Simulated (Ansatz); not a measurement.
## Single-point calculation, with input and output: SnO₂

SnO₂ (P4₂/mnm, 6 atoms in the cell), computed with DFT r2SCAN, scalar-relativistic, plane waves, PAW, no spin polarisation (Ansatz 0.2.0).

The structure derives from an entry of the Crystallography Open Database.

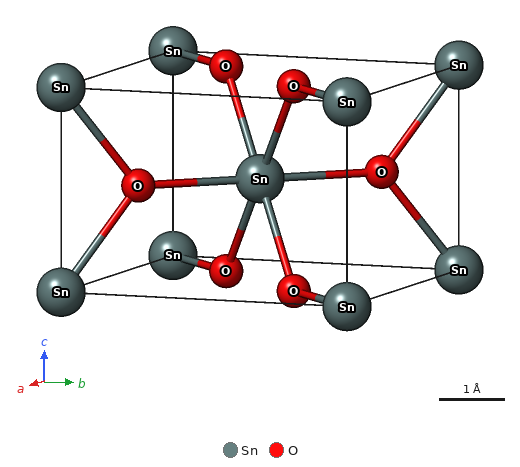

Fig. 1: The structure (ball-and-stick view of the cell of the calculation, seen slightly off an axis). An atom can appear more than once, as a periodic image. Near neighbours in the periodic cell (some may lie outside the picture): Sn has 6 O at 2.06 to 2.07 Å; O has 3 Sn at 2.06 to 2.07 Å.

### Input
```yaml
crystal:
  lattice:
    - [4.7602164773, 0.0, 0.0]
    - [0.0, 4.7602164773, 0.0]
    - [0.0, 0.0, 3.2005650988]
  atoms:
    - { symbol: Sn, position: [0.0, 0.0, 0.0] }
    - { symbol: Sn, position: [0.5, 0.5, 0.5] }
    - { symbol: O, position: [0.3058934984, 0.3058934984, 0.0] }
    - { symbol: O, position: [0.1941065016, 0.8058934984, 0.5] }
    - { symbol: O, position: [0.6941065016, 0.6941065016, 0.0] }
    - { symbol: O, position: [0.8058934984, 0.1941065016, 0.5] }
basis:
  ecutwfc: 500
kpoints:
  mp_grid: { grid: [6, 6, 8] }
hamiltonian:
  xc: r2scan
scf:
  occupations: { method: gaussian, width: 0.05 }
output:
  forces: true
  stress: true
  eigenvalues: true
  write_density: true
  write_potential: true
  elf: true
  volumetric_format: npy
```

Hardware: 1 thread of Arm Neoverse V1, 24 GiB of memory available, shared host.

Run as:
```bash
ansatz run input.yaml --threads 1 --pin off --max-ram 2560MiB --backend cpu --events-out ev --progress --plain --runs-dir out
```

### The program's output
```
Engine: ansatz 0.2.0, aarch64-unknown-linux-gnu
Pseudopotentials: kind: paw
Pseudopotential: Sn, paw, valence charge 14, recommended cutoff 500 eV (meta_gga), Sn.paw.azcp
Pseudopotential: O, paw, valence charge 6, recommended cutoff 500 eV (meta_gga), O.paw.azcp
Functional definition: r2SCAN
  parameter k0 = 0.174
  parameter k1 = 0.065
  parameter a1 = 4.9479
  exchange = r2scan_x(k0 = k0, k1 = k1, a1 = a1)
  correlation = r2scan_c
Crystal: 6 atoms, lattice volume = 72.524 Å³
Basis set: ecut = 500 eV, 1867 PW (Γ), exchange–correlation on 144×144×96 points (64 copies of the dense FFT grid, shifted against one another)
Bands: 32, of which v1, the nominal top of the filled ones, is band 26 counted from 1 (25 counted from 0)
Symmetry: 16 space group operations
Space group: P42/mnm (ITA 136), of the structure as read, at distance tolerance 4.2e-5 Å
k-points: 50 of 288
Non-local potential: Sn, projectors of the file, l = 0: 2, l = 1: 2, l = 2: 2, l = 3: 2
Non-local potential: O, projectors of the file, l = 0: 2, l = 1: 2, l = 2: 1
PAW form: soft (Blöchl's): semilocal exchange-correlation on the pseudo side does not see the compensation charge
PAW frozen core: Sn, regenerated for the run's functional (the file was generated under x = pbe(κ = 0.804, μ = 0.2195149727645171), c = pbe(β = 0.06672455060314922))
PAW frozen core: O, regenerated for the run's functional (the file was generated under x = pbe(κ = 0.804, μ = 0.2195149727645171), c = pbe(β = 0.06672455060314922))
PAW one-centre angular grid: Sn, 590 points (default); XC on 249 of its mesh's 2787 points in the sphere
PAW one-centre angular grid: O, 302 points (default); XC on 160 Gauss nodes
Initial density: superposition of atomic densities (neutral atoms: chi_scale 0, normalization atom), corrected by the library's trained network
Initial wavefunctions: pseudopotential atomic-orbital guess
Functional: x = r2scan, c = r2scan; τ floored in thin density (d = 2e-4 eV/Å³)
SCF iter   1: F=—  HF=-14352.324858 eV  |F-HF|=—  |Δ(HF+E_count)|=         —  Δρ=1.03e-2  dr2=5.59e-2  dr2_τ=2.69e-1  ethr=1.77e-3  ⟨swp⟩=5.9  Hψ=6954  notcnv=0  defer=8
preconditioner: auto → Resta (q_TF=auto, 2.581 Å⁻¹)  ε∞=3.3  [insulator: Δε(μ)=1.816 eV  Ē_g=20.818 eV  σ=0.050 eV  W_gap=1.00  n_scr=18 (ndim 8)  ℏωp=31.4 eV  f_vac=0.030  D(μ)=0.00/eV (n_scr^D=0)  ε∞_Penn≈3.3]
SCF iter   2: F=—  HF=-14352.428844 eV  |F-HF|=—  |Δ(HF+E_count)|=   1.04e-1  Δρ=6.12e-3  dr2=1.49e-2  dr2_τ=9.91e-4  ethr=1.07e-4  ⟨swp⟩=2.0  Hψ=3008  notcnv=0  defer=91
SCF iter   3: F=—  HF=-14352.427863 eV  |F-HF|=—  |Δ(HF+E_count)|=   9.81e-4  Δρ=8.11e-4  dr2=4.48e-4  dr2_τ=9.91e-5  ethr=2.87e-5  ⟨swp⟩=1.0  Hψ=1509  notcnv=0  defer=91
SCF iter   4: F=—  HF=-14352.427955 eV  |F-HF|=—  |Δ(HF+E_count)|=   9.16e-5  Δρ=2.84e-4  dr2=4.21e-5  dr2_τ=4.37e-6  ethr=8.61e-7  ⟨swp⟩=2.1  Hψ=2282  notcnv=0  defer=91
SCF iter   5: F=—  HF=-14352.427962 eV  |F-HF|=—  |Δ(HF+E_count)|=   7.65e-6  Δρ=1.20e-4  dr2=1.21e-5  dr2_τ=7.19e-7  ethr=8.10e-8  ⟨swp⟩=2.1  Hψ=2341  notcnv=0  defer=91
SCF iter   6: F=—  HF=-14352.427960 eV  |F-HF|=—  |Δ(HF+E_count)|=   2.69e-6  Δρ=5.72e-5  dr2=2.51e-6  dr2_τ=7.49e-8  ethr=2.33e-8  ⟨swp⟩=2.1  Hψ=2695  notcnv=0  defer=91
SCF iter   7: F=-14352.427959 eV  HF=-14352.427959 eV  |F-HF|=2.04e-8  |Δ(HF+E_count)|=   6.32e-7  Δρ=7.78e-6  dr2=4.06e-8  dr2_τ=2.12e-9  ethr=1.92e-10  ⟨swp⟩=12.9  Hψ=12623  notcnv=0
SCF 1 converged in 7 iterations: F = -14352.427959 eV  dr2 = 4.06e-8
  greatest PAW one-centre occupation: 0.996 electrons in one spin orbital (limit 2), on the Sn atom at site 1 (counted from 0), in its partial waves of l = 2
SCF converged after 7 iterations
Free energy (F): -14352.427959 eV
Harris-Foulkes:  -14352.427959 eV  (|F-HF|=2.04e-8)
Internal energy: -14352.427959 eV  (E = F + TS)
E sigma→0 (E₀):  -14352.427959 eV
Fermi energy:    9.763854 eV
--- Per-component energies (eV) ---
  E_band       = -164.982877
  E_kinetic    = 1085.740193
  E_local      = -2885.675303  (includes V_loc(G=0)·N_el)
  E_nonlocal   = 131.540831
  E_hartree    = 1502.129179
  E_xc         = -1035.810315
  E_vxc        = -622.678407  (∫ρ·V_xc dr)
  E_paw        = -8986.292504  (= ΣΔE_a)
  E_vpaw       = -917.472858  (= ΣTr[D̂ρ^β])
  E_aug_tail   = 0.003910  (compensation charges beyond the density's cutoff)
  E_vtau       = 39.297159  (kinetic-family band-sum trace: ∫τ·v_τ [+ j·A + Jᵃ·Aᵃ] dr)
  E_ewald      = -4165.406826
  E_core_change = 1.342876  (= ΣΔE_core)
  E_smearing   = -0.000000  (= −TS)
  E_closure    = -0.000000  (closes the sum)
  Σ components = -14352.427959   (vs F -14352.427959, Δ=0.00e0)
--- Forces (eV/Å), atoms counted from 1 ---
  atom   1  Sn     0.00000000    -0.00000000     0.00000000
  atom   2  Sn     0.00000000     0.00000000     0.00000000
  atom   3  O      0.00167200     0.00167200     0.00000000
  atom   4  O     -0.00167200     0.00167200     0.00000000
  atom   5  O     -0.00167200    -0.00167200     0.00000000
  atom   6  O      0.00167200    -0.00167200     0.00000000
  max |Σ_I F_I| component: 0.00e0 eV/Å
--- Stress (GPa, compression-positive) ---
       -0.017306       0.000000       0.000000
        0.000000      -0.017306       0.000000
        0.000000       0.000000       0.003654
  P = ⅓ Tr σ = -0.0103 GPa (-0.103 kbar)
--- Band table (eV; the first three rows and the last of 50) ---
  k-point 0: bands = ["-12.8783", "-11.9935", "-11.7018", "-11.6840", "-11.6840", "-11.6305", "-11.5596", "-11.4758", "-11.4429", "-11.4429", "-10.8107", "-9.1453", "-9.1453", "-7.1863", "0.8322", "4.8620", "4.8620", "4.9859", "5.7575", "6.9239", "7.0032", "7.6769", "7.6769", "8.1127", "8.1127", "8.8802", "10.6475", "15.7006", "15.9294", "15.9294", "20.0138", "20.3337"]
  k-point 1: bands = ["-12.8019", "-11.8923", "-11.8651", "-11.8651", "-11.6748", "-11.6503", "-11.5536", "-11.4762", "-11.4631", "-11.4631", "-10.7403", "-8.8706", "-8.8706", "-7.3123", "0.8357", "4.8596", "5.0059", "5.0059", "5.8611", "5.9543", "6.8994", "7.1132", "7.1132", "8.1453", "8.1453", "8.7490", "11.5847", "16.0255", "16.5880", "16.5880", "19.1342", "21.1708"]
  k-point 2: bands = ["-12.5987", "-12.2160", "-12.2160", "-11.7566", "-11.6335", "-11.6034", "-11.5377", "-11.4999", "-11.4999", "-11.4786", "-10.4738", "-8.2934", "-8.2934", "-7.6997", "0.8963", "4.3754", "4.6899", "5.3494", "5.3494", "6.1087", "6.1087", "6.1628", "6.4285", "8.0403", "8.0403", "8.3783", "13.2257", "16.5091", "18.0622", "18.0622", "18.5035", "21.4587"]
  k-point 49: bands = ["-12.6101", "-12.6101", "-12.0941", "-12.0941", "-11.5499", "-11.5499", "-11.4927", "-11.4927", "-11.4531", "-11.4531", "-8.9734", "-8.9734", "-7.6363", "-7.6363", "1.0335", "1.0335", "3.9184", "3.9184", "6.3740", "6.3740", "6.5399", "6.5399", "7.9312", "7.9312", "8.0312", "8.0312", "14.3889", "14.3889", "18.5309", "18.5309", "20.7758", "20.7758"]
```

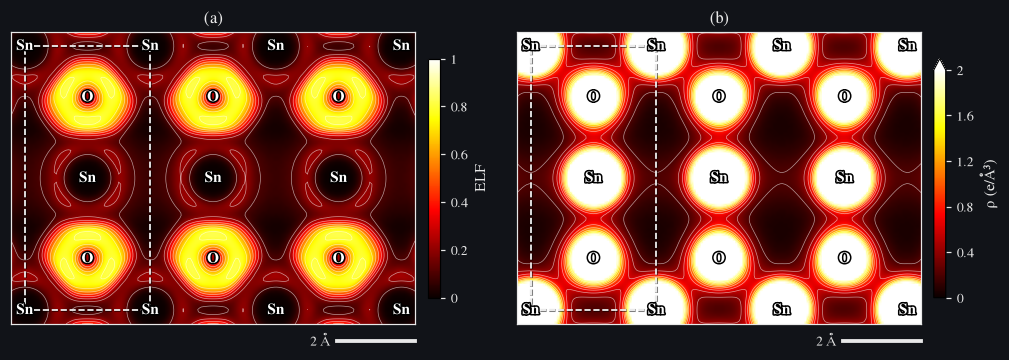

Fig. 2: (a) electron localisation function; (b) valence charge density (pseudo) on the (110) plane of the conventional cell. The section cuts through Sn and O sites. Sn–O (2.07 Å): the density is about 0.65 e/Å³ at the midpoint; the ELF is about 0.25 at the midpoint. Away from the nuclei the density in this plane falls to 0.05 e/Å³ at its lowest. The fields are those of the smooth PAW valence density.

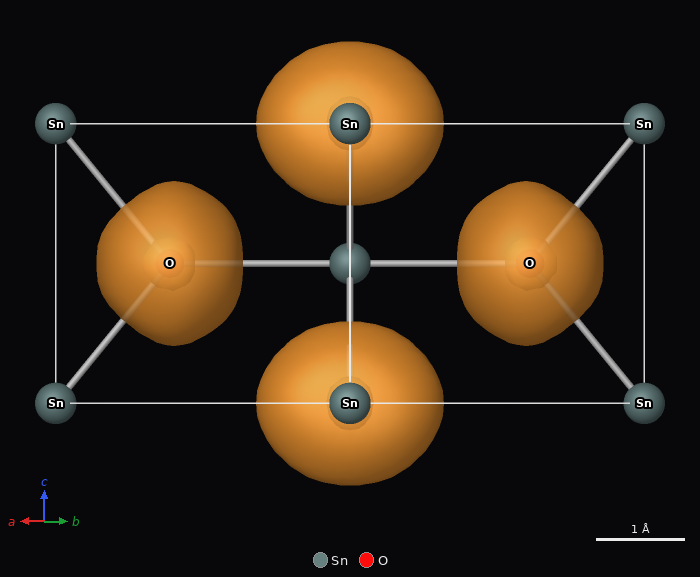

Fig. 3: Isosurface of the electron localisation function at 0.6 (orange), seen along [110]. Core shells and regions of very low density are left out. Sticks mark near contacts. The outline is the cell set on symmetry axes. Along the contacts the grid gives the following. Sn–O (2.06 Å): the ELF is about 0.25 at the midpoint.

### Key numbers

- outcome: converged
- space group (tolerance 0.01 Å): P4₂/mnm (136)
- electrons treated: 52
- free energy: −14352.4280 eV
- Fermi energy: 9.764 eV
- gap on the k-point mesh: 1.77 eV
- pressure: −0.01 GPa
- largest force (length of the vector): 0.002 eV/Å
- wall time: 21 s
- peak memory: 0.51 GiB
